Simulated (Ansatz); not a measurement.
Co$_{2}$Si

```
Co Si
1.0
     3.45482    0.00000    0.00000
     0.00000    3.45482    0.00000
     0.00000    0.00000    5.74924
Co Si
4 2
Direct
  0.00000 0.50000 0.34382
  0.50000 0.00000 0.65618
  0.50000 0.50000 0.00000
  0.00000 0.00000 0.00000
  0.00000 0.50000 0.73517
  0.50000 0.00000 0.26483
```

Space group P4/nmm; a generated structure, not necessarily the stable one; spin-polarised.

Computed with DFT PBE, scalar-relativistic, plane waves, PAW in Ansatz.

In a PAW calculation such maps are meaningful between the atoms, not at the nuclei.

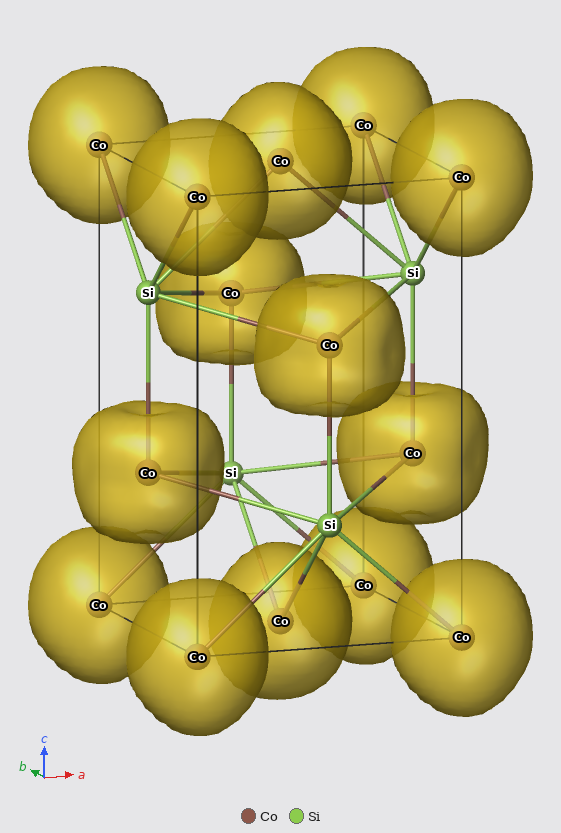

Figure 1. Isosurfaces of the spin density (up minus down) at +0.03 (yellow) and −0.03 e/Å³ (cyan), seen slightly off an axis. Sticks mark near contacts.

### Which atoms carry the moments, and with what signs?

The spin density sits on Co: +0.9 μB (×4) in one cell of 6 atoms: parallel moments (a ferromagnetic arrangement) in this solution. The cell of the calculation (6 atoms) carries 3.3 μB of net spin moment. Only one sign reaches the isovalue.

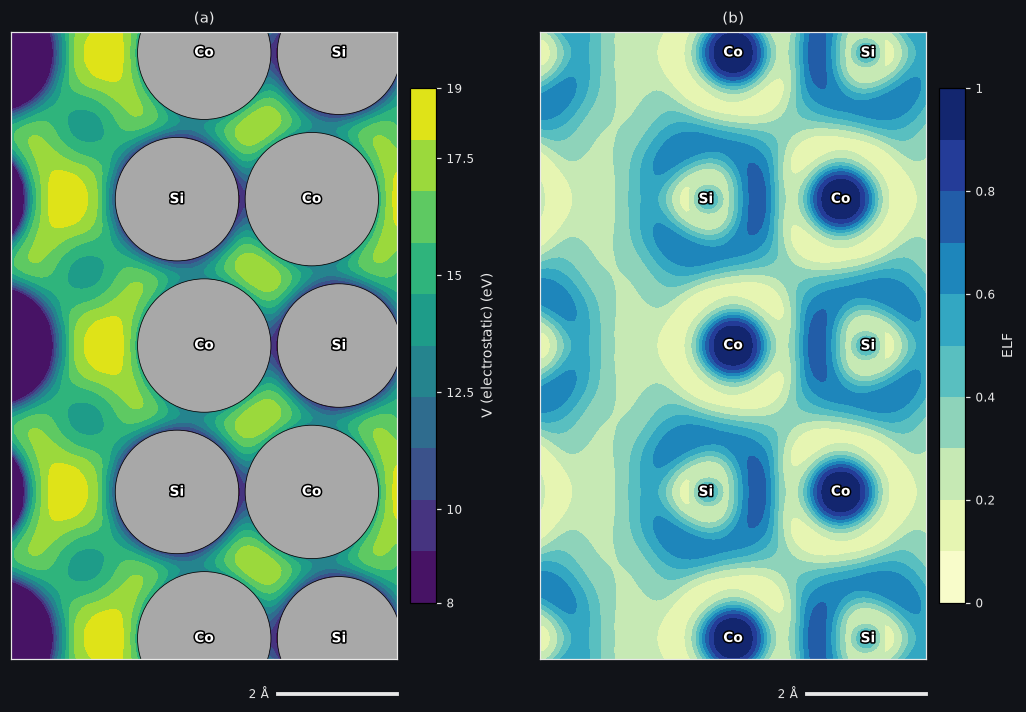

Figure 2. (a) electrostatic potential (local pseudopotential plus Hartree) felt by an electron; (b) ELF on the (110) plane of the conventional cell. Grey discs cover the atomic cores in the potential map.

### What does the map show?

- The plane passes through Co and Si nuclei.
- Co–Si (2.25 Å): the ELF peaks at about 0.75 between the atoms.
- Co–Si (2.48 Å): the ELF peaks at about 0.65 in the valence shell of Si, 0.9 Å from its nucleus, and is about 0.40 at the midpoint.
- The features right at Co lie inside the PAW spheres, where the map follows smoothed inner orbitals and isn't to be read closely.
- Outside the cores the potential energy rises away from the atoms and is highest about 1.7 Å from the nearest atoms; its zero is arbitrary.

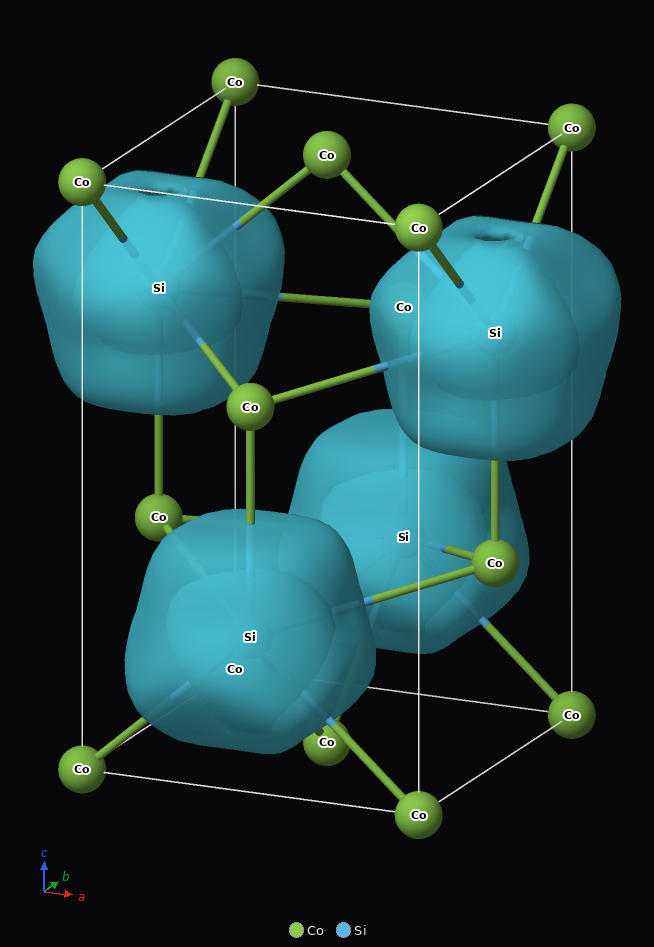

Figure 3. Isosurface of the electron localisation function at 0.55 (cyan), seen at an oblique angle. Only the valence region is drawn (cores and ρ < 0.01 e/Å³ removed). Sticks mark near contacts.

### What do the ELF domains correspond to?

The surface consists of two regions wrapped around Si (the valence shell of each), counted in one cell of 6 atoms. Regions shared between cells count once.


 Co–Si (2.30 Å): the ELF peaks at about 0.65 in the valence shell of Si, 0.9 Å from its nucleus, and is about 0.45 at the midpoint.

### Does the calculation give a band gap?

It is gapless in this calculation (a metal or semimetal).
